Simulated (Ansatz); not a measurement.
Single-point calculation, with input and output: Ni (part 1 of 3)

Ni (Fm-3m, 3 atoms in the cell), computed with DFT, LDA, PAW, plane waves, scalar-relativistic (Ansatz 0.2.0).

The structure derives from an entry of the Crystallography Open Database. It belongs to a series of runs on one base structure; here: flat spiral with wave vector (0 1 0) of the cell. Figures and captions count atoms from 1; the log counts them from 0 in places.

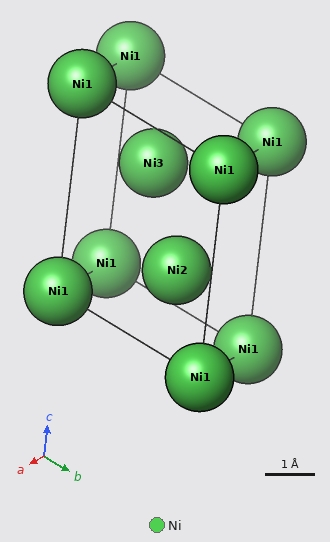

*The input geometry (spheres-only view of the reduced cell, seen slightly off an axis; atoms are numbered from 1 in the order of the input).*

Summary:

- outcome: converged
- space group (tolerance 0.01 Å): Fm-3m (225)
- electrons treated: 54
- free energy: −17319.9466 eV
- Fermi energy: 17.231 eV
- net moment of the cell: 0.00 μB
- integrated absolute moment: 0.00 μB
- pressure: −19.83 GPa
- largest force (length of the vector): under 0.001 eV/Å
- hardware: 4 threads of Arm Neoverse V2, 24 GiB of memory available, shared host
- wall time: 1.8 min (CPU time 7.3 min)
- peak memory: 0.72 GiB

Notes:

The electronic state found may not be the lowest one. The program warns: a screening estimate came out negative during mixing; some starting moments were not kept; the k-point mesh lowers the symmetry that the run can use. The cell is under a tension of 19.8 GPa at this level, so it is not at its equilibrium volume.

Input file:
```yaml
crystal:
  lattice:
    - [1.76735, 1.76735, 3.5347]
    - [3.5347, 1.76735, 1.76735]
    - [3.5347, 5.30205, 1.76735]
  atoms:
    - { symbol: Ni, position: [0.0, 0.0, 0.0], spin: 2.0, spin_axis: [2.0, 0.0, 0.0] }
    - { symbol: Ni, position: [0.3333333, 0.6666667, 0.6666667], spin: 2.0, spin_axis: [-0.998, -1.733, 0.0] }
    - { symbol: Ni, position: [0.6666667, 0.3333333, 0.3333333], spin: 1.999, spin_axis: [-0.992, 1.736, 0.0] }
hamiltonian:
  xc: lda
  pseudopotentials: { kind: paw }
basis:
  ecutwfc: 420
kpoints:
  mp_grid: { grid: [6, 8, 5] }
scf:
  occupations: { method: fermi_dirac, width: 0.1 }
  lower_state_search: "off"
  max_iter: 150
output:
  forces: true
  stress: true
  write_density: true
  write_potential: true
  elf: true
  volumetric_format: npy
magnetization:
  noncollinear: true
```

Launch command:
```bash
ansatz run input.yaml --threads 4 --pin off --max-ram 9216MiB --backend cpu --events-out ev --progress --plain --runs-dir out
```

Log:
```
Warning: crystal.symmetry: narrowed to the stabiliser of the k-point mesh — unitary ops 4 → 1, anti-unitary 4 → 1; excluded 6 operations that carry a point of the 6×8×5 mesh (shift [0, 0, 0]) off the mesh (the run samples exactly the mesh kpoints.mp_grid names, as under crystal.symmetry.detect: false, and its converged state has the mesh's symmetry, not the crystal's; ε∞, the Born charges and the force constants of a linear response (`dielectric:` by the response, `phonons.method: dfpt`) are averaged over those of the crystal's operations that the state keeps within a tolerance, where `mesh_tensors`, `unaveraged_element` or `gamma_mean_max_change_ev_ang2` stands beside them; a row that `dielectric.field_direction` solves alone is averaged likewise, with nothing beside; a Γ-centred mesh of equal divisions is mapped onto itself by every operation and keeps the whole group, as does a half-shifted one under kpoints.further_shifts: images)
basis.fft_grid_basis auto: the FFT boxes are laid along the combinations [[1, -1, 0], [0, 1, 0], [0, -1, 1]] of the cell's own vectors, 2.499, 4.329 and 3.535 Å long. The dense box has 18×30×24 points. Along the cell's own vectors, as sized, it would have 30×30×45, 3.12 times as many. [...]
Engine: ansatz 0.2.0, aarch64-unknown-linux-gnu
Pseudopotentials: kind: paw
Pseudopotential: Ni, paw, valence charge 18, recommended cutoff 420 eV (normal), Ni.paw.azcp
Functional definition: SPW92
  exchange = slater_x
  correlation = pw_c
Crystal: 3 atoms, lattice volume = 33.122 Å³
Basis set: ecut = 420 eV, 621 PW (Γ), FFT grids on a1−a2, a2, −a2+a3
Bands: 66, of which v1, the nominal top of the filled ones, is band 54 counted from 1 (53 counted from 0)
Symmetry: 1 space group operations + 1 with time reversal
Moments: of one size on atoms that these operations exchange, one fixing the others by the rotation that the starting moments gave each, and all in one plane where the starting moments lie in one or along one axis (crystal.symmetry.detect: false holds none)
k-points: 122 of 240 (time reversal used)
Non-local potential: Ni, projectors of the file, l = 0: 3, l = 1: 2, l = 2: 3, l = 3: 1
PAW form: soft (Blöchl's): semilocal exchange-correlation on the pseudo side does not see the compensation charge
PAW frozen core: Ni, regenerated for the run's functional, and the local potential with it (the file was generated under x = pbe(κ = 0.804, μ = 0.2195149727645171), c = pbe(β = 0.06672455060314922))
PAW one-centre angular grid: Ni, 590 points (default); XC on 64 Gauss nodes
Initial density: superposition of atomic densities (chi_scale 0.1, normalization cell)
Starting moments: Σ|m| = 5.999 μB on 3 of 3 sites
Initial wavefunctions: pseudopotential atomic-orbital guess
Functional: x = slater, c = lda
iter 1 solved again at ethr=2.06e-5 eV; its pass at ethr=3.10e-3 eV (dr2=1.12e-2 eV) is discarded
```
